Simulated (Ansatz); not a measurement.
```xyz
2
Lattice="5.6050 0.0000 0.0000 0.0000 5.6050 0.0000 0.0000 0.0000 5.6050" Properties=species:S:1:pos:R:3 pbc="T T T"
Rb    0.0000    0.0000    0.0000
Rb    2.8025    2.8025    2.8025
```

Space group Im-3m; computed without spin polarisation.

Theory: DFT PBEsol, scalar-relativistic, plane waves, PAW in Ansatz.

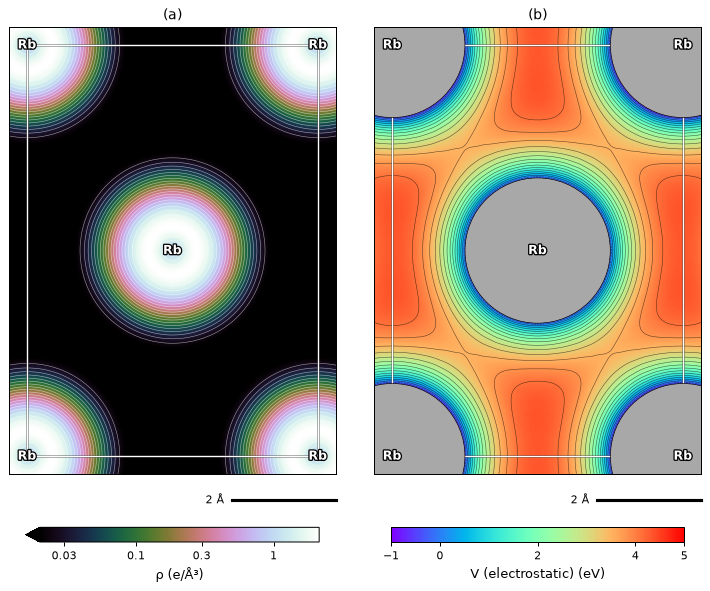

Rb. (a) valence electron density; (b) electrostatic potential energy of an electron on the (110) plane of the conventional cell. Grey discs cover the atomic cores in the potential map.

Core electrons are frozen (PAW), and the valence fields are smoothed inside the atomic spheres.

Interpret the plot.

Answer.
- The plane passes through Rb nuclei.
- Rb–Rb (4.85 Å): the density is about 0.01 e/Å³ at the midpoint.
- Between the atoms the lowest density in this plane is 0.01 e/Å³.
- Outside the cores the potential energy rises away from the atoms and is highest about 2.9 Å from the nearest atoms; its zero is arbitrary.

Metal or insulator at this level of theory?

Answer. It is metallic or semimetallic at this level of theory: no gap opens.
